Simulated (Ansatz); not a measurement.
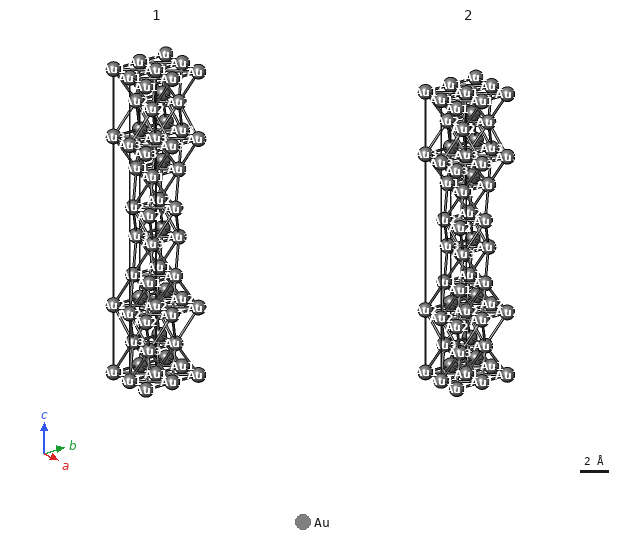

Two geometries of a crystal of Au (built on the samarium (9R)_166 type) (coarse preliminary run), drawn at one scale. One is the start of a relaxation, the other its converged end. Style: ball-and-stick. Shown: the conventional cell (3 times the calculation's cell), repeated 2 × 2 × 1 with one cell outlined, slightly off an axis. Lengths and directions refer to the drawn axes.

The calculation used DFT PBE, scalar-relativistic, plane waves, PAW in Ansatz. Settings: plane-wave cutoff 420 eV; k-point mesh 6 × 6 × 6; occupations gaussian; smearing width 0.1 eV; no spin polarisation; cell and atoms relaxed; force threshold 0.04 eV/Å; at most 70 steps.

Which one is relaxed?

Answer. Structure 2 is the relaxed one. Case: samarium (9R) type (R-3m, No. 166). The energy falls by 142 meV per atom in 5 accepted moves (6 points after the start). Largest force component: 0.0067 eV/Å at the start, 0.036 eV/Å at the end. The pressure goes from −12.85 to 0.08 GPa. At 1 point the geometry stayed and the basis and grid were re-selected for the new cell (energy shift of 0.8 meV per atom at most each time). The largest moves relative to the cell, 0.005 Å, are those of Au2 and Au3. Au2 goes along +c. The drawn cell changes as follows: a = b 3.115 → 2.999 Å (−3.7 %), c 22.581 → 20.892 Å (−7.5 %); the volume changes by −14.2 %. Among the contacts that change: Au1–Au2 3.087 → 2.892 Å, Au2–Au3 3.087 → 2.904 Å, Au1–Au1 3.115 → 2.999 Å. The space group stays R-3m (No. 166). The run took of the order of 9 core-seconds on a shared host.
